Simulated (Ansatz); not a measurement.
```
Mg O
1.0
     2.82902    0.00000    0.00000
     0.00000    2.82902    0.00000
     0.00000    0.00000    5.08179
Mg O
1 1
Direct
  0.50000 0.50000 0.00000
  0.00000 0.00000 0.00000
```

Space group P4/mmm; a structure generated by program, which may or may not match a known phase.

These are results of DFT PBE, scalar-relativistic, plane waves, PAW in Ansatz, not measurements.

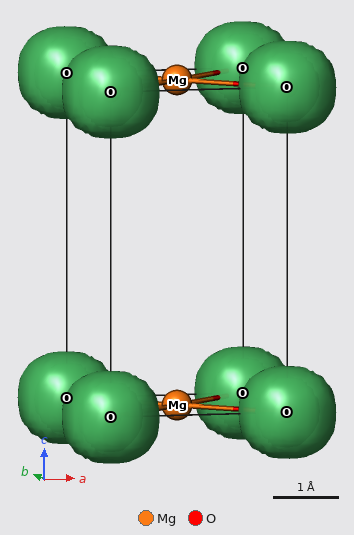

MgO. Isosurface of the ELF at 0.8 (green), seen slightly off an axis. Core shells and regions of very low density are left out. Sticks mark near contacts.

Core electrons are frozen (PAW), and the valence fields are smoothed inside the atomic spheres.

Describe the localisation domains.

Answer. The ELF exceeds this value in one region wrapped around O (its valence shell), counted in one cell of 2 atoms. Regions shared between cells count once.

Values along the shortest contacts:
Mg–O (2.00 Å): the ELF peaks at about 0.85 in the valence shell of O, 0.6 Å from its nucleus, and is about 0.35 at the midpoint: a largely ionic contact.

Metal or insulator at this level of theory?

Answer. It is gapped, with a Kohn–Sham gap of 2.3 eV on the k-point mesh, an upper bound to the gap of this method.
